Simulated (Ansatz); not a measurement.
**HfO₂: geometry relaxation (part 3 of 3)**

HfO₂ (P1, 24 atoms in the cell); DFT PBE, scalar-relativistic, plane waves, PAW, no spin polarisation (Ansatz 0.2.0); cutoff 420 eV, 2×2×2 k-mesh, Gaussian smearing of 0.02 eV. The structure derives from a Materials Project entry. It belongs to a series of runs on one base structure; here: the perfect supercell shaken and relaxed.

Geometry of the input (Å; fractional positions):
```
4.2678  0.0000  5.2716
-5.1609  5.2121  0.0053
-5.1609  -5.2121  0.0053
Hf 0.7067  0.9387  0.4908
Hf 0.7055  0.4395  0.9896
Hf 0.7951  0.0086  0.0598
Hf 0.8020  0.5137  0.5572
Hf 0.2847  0.5629  0.0095
Hf 0.2791  0.0552  0.5022
Hf 0.1993  0.4823  0.4421
Hf 0.2077  0.9854  0.9388
O  0.9917  0.1265  0.4036
O  0.9728  0.6357  0.8961
O  0.5376  0.6159  0.3687
O  0.5191  0.1171  0.8576
O  0.0282  0.3666  0.1019
O  0.0255  0.8699  0.6029
O  0.4731  0.8872  0.1347
O  0.4887  0.3919  0.6400
O  0.3416  0.7989  0.4686
O  0.3526  0.3045  0.9711
O  0.1627  0.5345  0.7031
O  0.1606  0.0284  0.1982
O  0.6631  0.7057  0.0235
O  0.6501  0.1956  0.5137
O  0.8505  0.9760  0.7966
O  0.8335  0.4770  0.2981
```

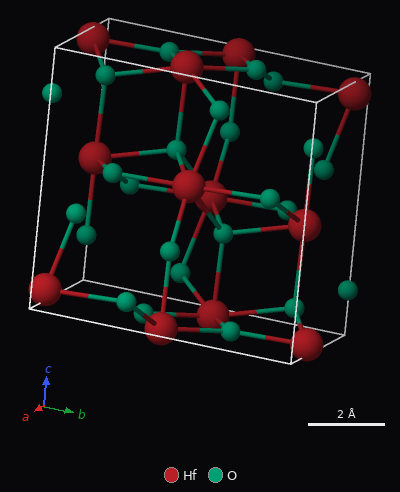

*The geometry at step 4 of the log (ball-and-stick view of the cell of the calculation, seen slightly off an axis).*

Trajectory as extended XYZ, continued:
```
24
Lattice="4.2678 0.0000 5.2716 -5.1609 5.2121 0.0053 -5.1609 -5.2121 0.0053" Properties=species:S:1:pos:R:3:forces:R:3 step=4 energy=-134893.43847
Hf   -4.3620    2.3926    3.7493   -0.0017   0.0067  -0.0022
Hf   -4.3619   -2.8194    3.7493   -0.0017   0.0048  -0.0024
Hf    3.0395   -0.2134    4.1798    0.0009   0.0049   0.0004
Hf   -2.1213   -0.2134    4.1852    0.0015   0.0029   0.0016
Hf   -1.6749    2.8407    1.5468    0.0015  -0.0017   0.0009
Hf   -1.6750   -2.3714    1.5465    0.0025  -0.0029   0.0052
Hf   -3.9155    0.2348    1.1109   -0.0010  -0.0059  -0.0031
Hf   -9.0764    0.2346    1.1160   -0.0013  -0.0040  -0.0003
O     1.4557   -1.3298    5.1576   -0.0063  -0.0031  -0.0020
O    -3.7053   -1.3296    5.1628   -0.0053  -0.0035  -0.0011
O    -2.7779    1.2760    2.7715    0.0038  -0.0012   0.0017
O    -2.7781   -3.9361    2.7714    0.0052  -0.0013   0.0017
O    -2.3316    1.3515    0.1330    0.0050   0.0006   0.0022
O    -7.4926    1.3513    0.1383    0.0059   0.0026   0.0027
O    -3.2587    3.9572    2.5245   -0.0057   0.0026  -0.0029
O    -3.2587   -1.2548    2.5243   -0.0049   0.0009  -0.0007
O    -5.1174    1.7236    1.8502   -0.0003   0.0050   0.0024
O    -5.1175   -3.4886    1.8502    0.0013   0.0039   0.0029
O    -5.6339   -0.8825    0.8130    0.0006   0.0058  -0.0044
O    -0.4730   -0.8824    0.8074    0.0000   0.0034  -0.0021
O    -0.9194    3.5101    3.4460   -0.0003  -0.0062  -0.0036
O    -0.9194   -1.7022    3.4460   -0.0013  -0.0047  -0.0045
O    -5.5641    0.9039    4.4885    0.0010  -0.0050   0.0047
O    -0.4031    0.9040    4.4834    0.0008  -0.0046   0.0029
```
